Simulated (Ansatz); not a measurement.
Consider Al (slab).

The calculation's input:

```
crystal:
  lattice:
    - [4.040622237, 0.0, 0.0]
    - [-2.0203111185, 4.5175529967, 0.0]
    - [0.0, 0.0, 25.8421271921]
  atoms:
    - { symbol: Al, position: [0.7, 0.4, 0.2902237863] }
    - { symbol: Al, position: [0.4, 0.8, 0.3251864886] }
    - { symbol: Al, position: [0.1, 0.2, 0.3601491909] }
    - { symbol: Al, position: [0.8, 0.6, 0.3951118932] }
    - { symbol: Al, position: [0.5, 0.0, 0.4300745954] }
    - { symbol: Al, position: [0.2, 0.4, 0.4650372977] }
    - { symbol: Al, position: [0.9, 0.8, 0.5] }
    - { symbol: Al, position: [0.6, 0.2, 0.5349627023] }
    - { symbol: Al, position: [0.3, 0.6, 0.5699254046] }
    - { symbol: Al, position: [0.0, 0.0, 0.6048881068] }
    - { symbol: Al, position: [0.7, 0.4, 0.6398508091] }
    - { symbol: Al, position: [0.4, 0.8, 0.6748135114] }
    - { symbol: Al, position: [0.1, 0.2, 0.7097762137] }
basis:
  ecutwfc: 420
kpoints:
  mp_grid: { grid: [9, 8, 1] }
hamiltonian:
  xc: pbesol
scf:
  occupations: { method: gaussian, width: 0.1 }
output:
  forces: true
  stress: true
  eigenvalues: true
  write_density: true
  write_potential: true
  elf: true
  volumetric_format: npy
efield:
  axis: 3
  dipole_correction: true
  ramp_width: 0.04
```

Launched as:

```sh
ansatz run input.yaml --threads 1 --pin off --max-ram 2560MiB --backend cpu --events-out ev --progress --plain --runs-dir out
```

Not relaxed (largest force 0.4 eV/Å); computed without spin polarisation.

Theory: DFT PBEsol, scalar-relativistic, plane waves, PAW (Ansatz).

> What can the converged valence pseudo-density and electron localisation function tell about the bonding?

Al–Al (2.86 Å): ρ at the midpoint is about 0.2 e/Å³; the ELF peaks at about 0.65 between the atoms.

> Metal or insulator at this level of theory?

It is metallic or semimetallic at this level of theory: no gap opens.

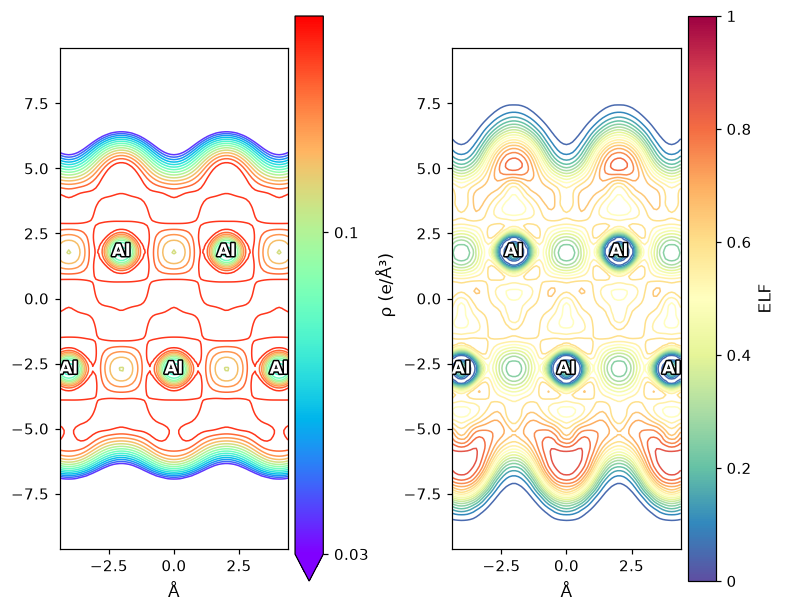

Computed valence pseudo-density and electron localisation function on the (010) plane of the calculation cell, a cut from vacuum to vacuum, in this order. Atoms just off the plane (Al, 0.9 Å away) can leave unmarked features too.

Core electrons are frozen (PAW), and the valence fields are smoothed inside the atomic spheres.
